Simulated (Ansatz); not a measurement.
Consider Bi2Te3 (slab).

Input

```
crystal:
  lattice:
    - [4.3534726318, 0.0, 0.0]
    - [-2.1767363159, 3.7702178938, 0.0]
    - [0.0, 0.0, 41.0186661159]
  atoms:
    - { symbol: Te, position: [0.0, 0.0, 0.4077294928] }
    - { symbol: Bi, position: [0.3333333333, 0.6666666667, 0.4501110201] }
    - { symbol: Te, position: [0.6666666667, 0.3333333333, 0.5] }
    - { symbol: Bi, position: [0.0, 0.0, 0.5498889799] }
    - { symbol: Te, position: [0.3333333333, 0.6666666667, 0.5922705072] }
  periodic: [true, true, false]
basis:
  ecutwfc: 420
kpoints:
  mp_grid: { grid: [9, 9, 1] }
  band_path:
    path:
      - [0, 0, 0]
      - [0.5, 0, 0]
      - [0.3333333333333, 0.3333333333333, 0]
      - [0, 0, 0]
    npoints: 16
hamiltonian:
  xc: pbe
  dispersion: d3bj
scf:
  occupations: { method: gaussian, width: 0.02 }
output:
  forces: true
  stress: true
  eigenvalues: true
  populations: true
  write_density: true
  write_potential: true
  elf: true
  volumetric_format: npy
magnetization:
  noncollinear: true
  spin_orbit: true
```

Run with:

```sh
ansatz run input.yaml --threads 4 --pin off --max-ram 9216MiB --backend cpu --events-out ev --progress --plain --runs-dir out
```

Built by placing these elements on a known structure type.

Computed with Ansatz 0.2.0, DFT PBE+D3(BJ), spin-orbit coupling, plane waves, PAW.

**Predict the valence pseudo-density and electron localisation function between the atoms.**

Bi–Te (3.06 Å): ρ at the midpoint is about 0.29 e/Å³; the ELF peaks at about 0.65 in the valence shell of Te, 1.3 Å from its nucleus, and drops to about 0.35 between the two atoms.
Bi–Te (3.24 Å): ρ at the midpoint is about 0.21 e/Å³; the ELF peaks at about 0.65 in the valence shell of Te, 1.3 Å from its nucleus, and drops to about 0.30 between the two atoms.

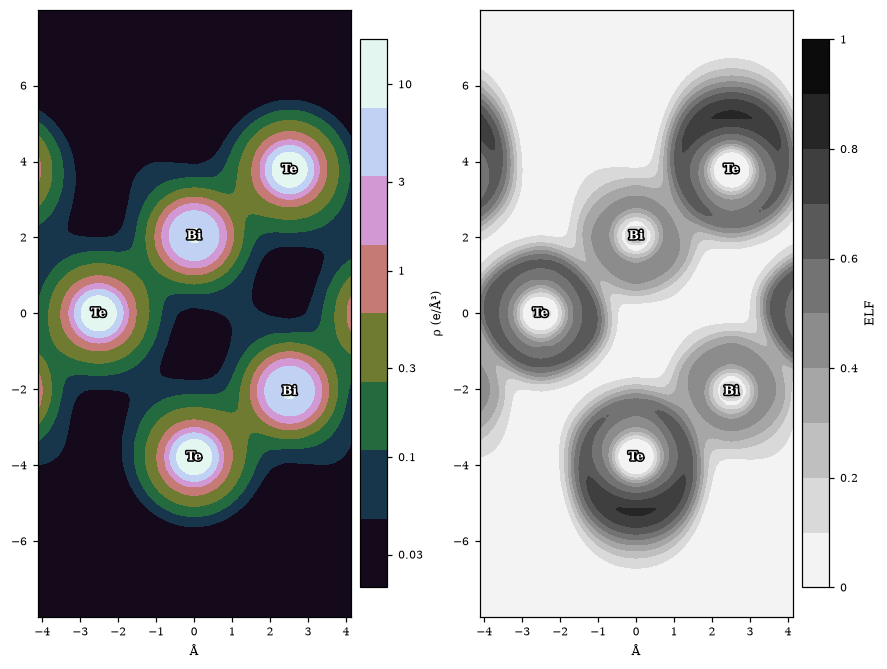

Computed valence pseudo-density and electron localisation function on the (110) plane of the calculation cell, a cut from vacuum to vacuum, in this order. 

The density is the valence pseudo-density of a PAW calculation; it isn't the true density close to the nuclei.
